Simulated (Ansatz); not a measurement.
**Ga₇As: density, localisation and related maps**

```cif
data_structure
_symmetry_space_group_name_H-M 'P 1'
_symmetry_Int_Tables_number 1
_cell_length_a 8.4973
_cell_length_b 8.4973
_cell_length_c 8.4973
_cell_angle_alpha 90.000
_cell_angle_beta 90.000
_cell_angle_gamma 90.000
_cell_volume 613.54
loop_
_atom_site_label
_atom_site_type_symbol
_atom_site_fract_x
_atom_site_fract_y
_atom_site_fract_z
_atom_site_occupancy
Ga1 Ga 0.50000 0.00000 0.00000 1
Ga2 Ga 0.00000 0.50000 0.00000 1
Ga3 Ga 0.00000 0.00000 0.50000 1
Ga4 Ga 0.50000 0.50000 0.50000 1
Ga5 Ga 0.25000 0.25000 0.00000 1
Ga6 Ga 0.75000 0.75000 0.00000 1
Ga7 Ga 0.75000 0.25000 0.50000 1
Ga8 Ga 0.25000 0.75000 0.50000 1
Ga9 Ga 0.75000 0.00000 0.25000 1
Ga10 Ga 0.25000 0.50000 0.25000 1
Ga11 Ga 0.25000 0.00000 0.75000 1
Ga12 Ga 0.75000 0.50000 0.75000 1
Ga13 Ga 0.50000 0.25000 0.25000 1
Ga14 Ga 0.00000 0.75000 0.25000 1
Ga15 Ga 0.00000 0.25000 0.75000 1
Ga16 Ga 0.50000 0.75000 0.75000 1
Ga17 Ga 0.75000 0.25000 0.00000 1
Ga18 Ga 0.25000 0.75000 0.00000 1
Ga19 Ga 0.25000 0.25000 0.50000 1
Ga20 Ga 0.75000 0.75000 0.50000 1
Ga21 Ga 0.25000 0.00000 0.25000 1
Ga22 Ga 0.75000 0.50000 0.25000 1
Ga23 Ga 0.75000 0.00000 0.75000 1
Ga24 Ga 0.25000 0.50000 0.75000 1
Ga25 Ga 0.00000 0.25000 0.25000 1
Ga26 Ga 0.50000 0.75000 0.25000 1
Ga27 Ga 0.50000 0.25000 0.75000 1
Ga28 Ga 0.00000 0.75000 0.75000 1
As1 As 0.00000 0.00000 0.00000 1
As2 As 0.50000 0.50000 0.00000 1
As3 As 0.50000 0.00000 0.50000 1
As4 As 0.00000 0.50000 0.50000 1
```

Space group Fm-3m; a generated structure, not necessarily the stable one.

Theory: DFT PBE, scalar-relativistic, plane waves, PAW (Ansatz).

In a PAW calculation such maps are meaningful between the atoms, not at the nuclei.

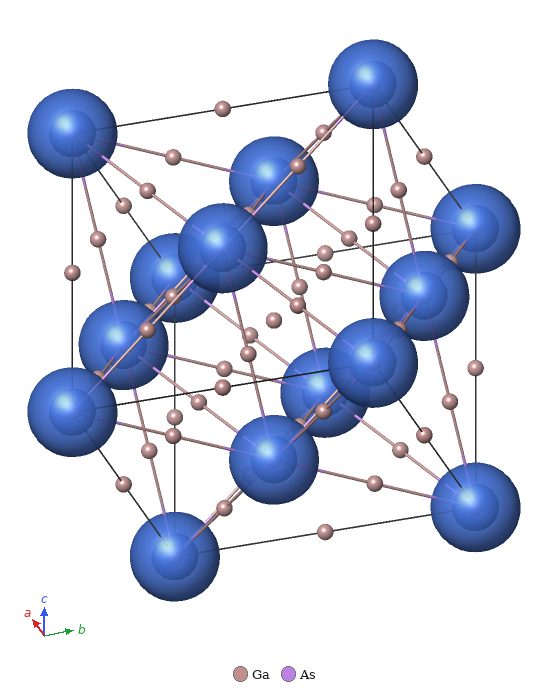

Figure 1. Isosurface of the ELF at 0.55 (blue), seen at an oblique angle. Only the valence region is drawn (cores and ρ < 0.01 e/Å³ removed). Sticks mark near contacts.

> Identify the bonds, lone pairs and shells in this picture.

At this value the surface marks out four regions wrapped around As (the valence shell of each), counted in one cell of 32 atoms. Any copies at cell faces, edges or corners count once. Along the contacts the grid gives the following. Ga–As (3.00 Å): the ELF is about 0.35 at the midpoint.

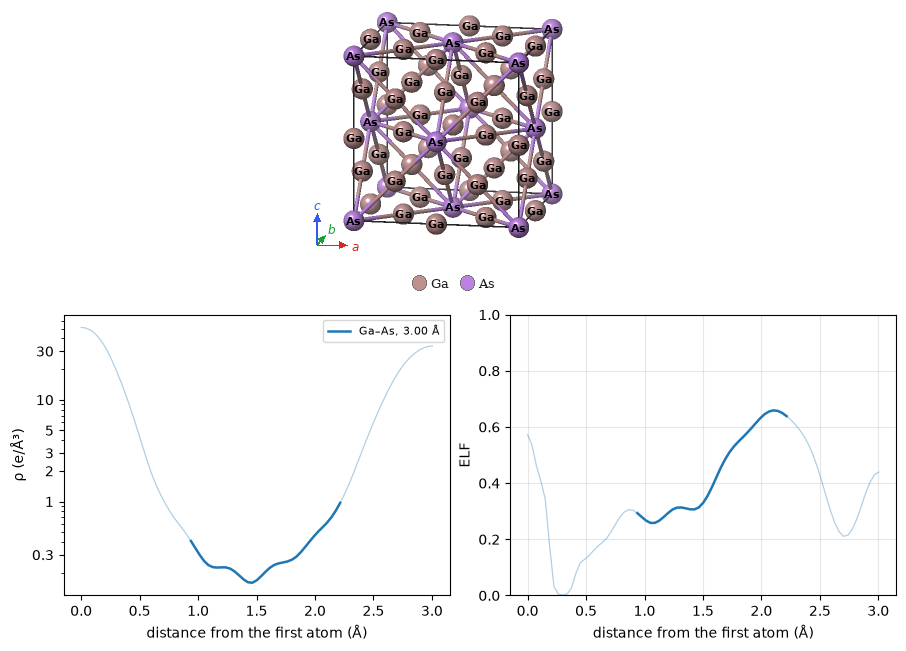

Figure 2. Valence electron density and ELF along straight lines between neighbouring atoms. Thin, pale parts lie inside the atomic spheres. The structure is drawn too.

> What can be read from the curves?

Ga–As (3.00 Å): the density is about 0.17 e/Å³ at the midpoint; the ELF is about 0.35 at the midpoint.

> Does the calculation give a band gap?

It is gapless in this calculation (a metal or semimetal).

> How much charge does the calculation move between the atoms?

Electrons move from Ga towards As. Bader charges: Ga +0.07 and As −0.52 e.
